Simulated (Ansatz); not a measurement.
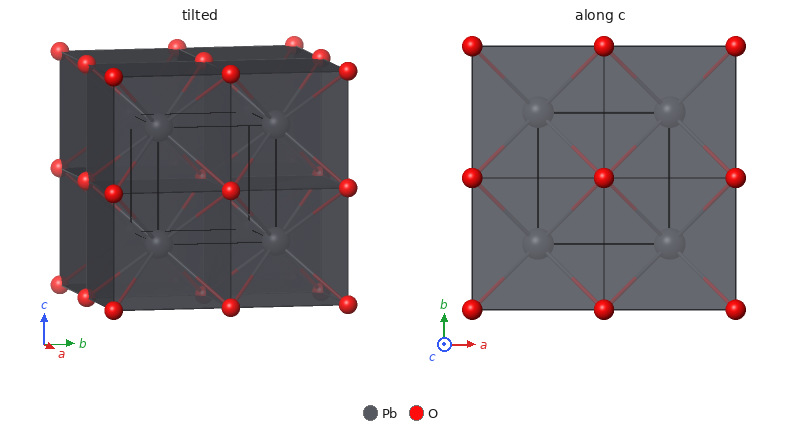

The figure gives a polyhedral picture of the atoms, viewed slightly off an axis and along the c axis. Atoms at the boundary of the unit cell (the box) are drawn once for each face, edge or corner they touch. A few atoms beyond the faces are included.

PbO, a = 3.237 Å, b = 3.237 Å, c = 3.163 Å, α = 90.00°, β = 90.00°, γ = 90.00°. Strictly the space group is P4/mmm (No. 123, within 0.01 Å). It is a distorted form of a primitive cubic structure, space group Pm-3m (No. 221) within 0.25 Å: caesium chloride (CsCl, B2) type. Origin of the cell: a structure type filled with these elements by a generator (whether the compound takes this form wasn't checked). The cell was then strained or its atoms displaced on purpose. It was the input of a calculation with Ansatz.

This one geometry was computed with Ansatz (DFT, plane waves, PAW) at three levels of theory: HSE06, r2SCAN and PBE. It was relaxed with r2SCAN and then strained.

Q: Which level gives the highest pressure at this volume, and what does that say about its equilibrium volume?

A: Highest: PBE (0.3 GPa), which points to the largest equilibrium volume. Lowest, with the smallest volume: HSE06 (-3.8 GPa). Levels within 0.5 GPa of each other can't be told apart.

Q: How does the band gap change with the level of theory?

A: PBE: a gap of 0.07 eV, direct; r2SCAN: a gap of 0.09 eV, indirect; HSE06: a gap of 0.10 eV, indirect.

Q: Collect the results in a table.

A:
| level | cutoff (eV) | k-mesh of the run's cell | gap (eV) | pressure (GPa) |
| --- | --- | --- | --- | --- |
| HSE06 | 420 | 6×6×6 | 0.10 | -3.8 |
| r2SCAN | 500 | 8×8×8 | 0.09 | -3.0 |
| PBE | 420 | 8×8×8 | 0.07 | 0.3 |

Gaps are taken on the k-mesh or band path of each run.
